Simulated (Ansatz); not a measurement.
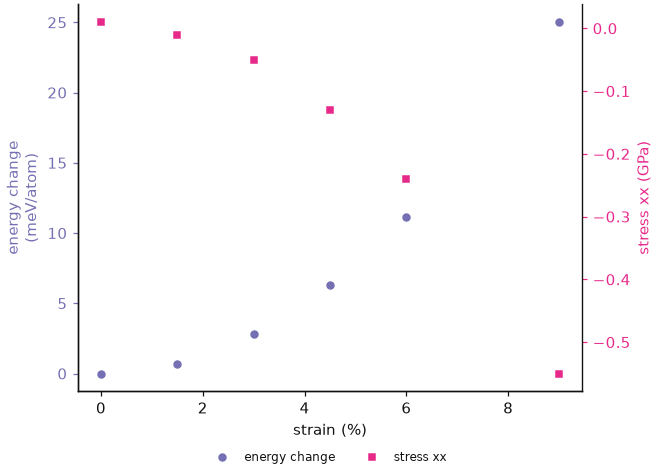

Caption: Energy change and stress xx against strain for Si, space group P6_3/mmc (No. 194).

The energy change rises from 0.00 meV/atom at strain 0.0 % to 25.02 meV/atom at 9.0 %. The stress xx falls from 0.01 GPa at strain 0.0 % to −0.55 GPa at 9.0 %, and changes sign near 0.8 %.

How it was computed, with Ansatz 0.2.0: energy, stress and cell of a relaxed crystal along a series of strains, atoms and what the cell freedom names relaxed within the symmetry; stress is positive in compression; plane waves with PAW datasets, Γ-centred k mesh; energies extrapolated to zero smearing. Level: PBE, no spin polarisation.

wave cutoff 420 eV; k mesh 12×12×6; occupations Gaussian; smearing width 0.02 eV; strain kind shear ca; cell freedom cell held, c moved along a by strain times its height.

Cell as given: a = 3.851 Å, b = 3.851 Å, c = 6.365 Å, α = 90.00°, β = 90.00°, γ = 120.00°; 4 atoms.

Limits of the calculation: a crossing between the sampled k points may be missed.
